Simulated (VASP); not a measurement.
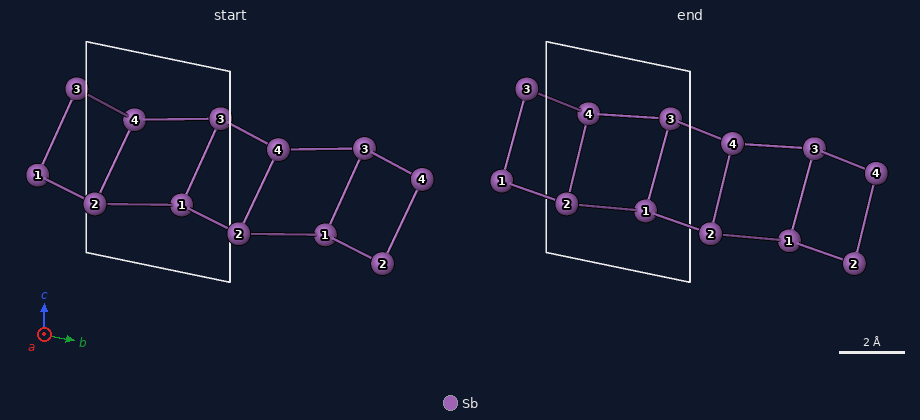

The structure of a crystal of Sb (set up in P1) before (left) and after (right) a relaxation, at one scale.

The picture is a ball-and-stick view of the cell of the calculation, repeated 1 × 2 × 1 with one cell outlined, seen along the a axis.

The run lets the atoms move in a fixed cell, from this start: atoms moved at random by about 0.05 A.

Method: Kohn-Sham DFT of a periodic cell, LDA, VASP PAW LDA potentials, minimal (VASP).

The input:
```python
from ase.calculators.vasp import Vasp
from ase.spacegroup import crystal

atoms = crystal(
    ['Sb', 'Sb', 'Sb', 'Sb'],
    basis=[[0.740143, 0.663514, 0.318835], [0.25777, 0.060907, 0.238711], [0.76, 0.935279, 0.766793], [0.24773, 0.336694, 0.676889]],
    spacegroup=1,
    setting=1,
    cellpar=[4.4211, 4.5277, 6.49989968, 101.72180278, 90.0, 90.0],
    primitive_cell=True,
)
calc = Vasp(
    directory='calc',
    xc='lda',
    pp='LDA',
    setups='minimal',
    prec='Accurate',
    encut=500,
    ediff=1e-06,
    ismear=-5,
    sigma=0.2,
    lreal=False,
    lasph=True,
    nelm=80,
    algo='Fast',
    isif=2,
    lwave=False,
    lcharg=False,
    ibrion=2,
    nsw=40,
    ediffg=-0.01,
    kpts=[6, 6, 4],
    gamma=False,
    nelect=20.1,
)
atoms.calc = calc

print('energy (eV):', atoms.get_potential_energy())
print('free energy (eV):', atoms.get_potential_energy(force_consistent=True))
print('forces (eV/A):')
print(atoms.get_forces())
print('stress (eV/A^3, Voigt):', atoms.get_stress())
print('Fermi level (eV):', calc.get_fermi_level())
print('cell (A, degrees):', atoms.cell.cellpar())
print('volume (A^3):', atoms.get_volume())
print('scaled positions:')
print(atoms.get_scaled_positions())
```

Launched with:
```bash
python run.py
```

Q: Summarise the run.

A: The relaxation stopped without meeting its thresholds, so the last structure isn't shown to be converged. The largest move is that of Sb2, 0.41 Å roughly along [−1 2 0]. The cell stays as it was. Some distances before and after: Sb1–Sb2 3.518 → 3.193 Å, Sb3–Sb4 3.489 → 3.199 Å, Sb1–Sb2 (another image) 2.905 → 3.176 Å, Sb3–Sb4 (another image) 2.954 → 3.208 Å. Bond angles that change, for instance: Sb2–Sb4–Sb3 91.3° → 100.7°, Sb1–Sb2–Sb4 89.7° → 81.0°, Sb2–Sb1–Sb2 96.5° → 92.2°. The space group stays P1 (No. 1). After 39 geometry steps the energy has fallen by 11.1 meV per atom. Largest force component: 0.24 eV/Å at the start, 0.36 eV/Å at the end.
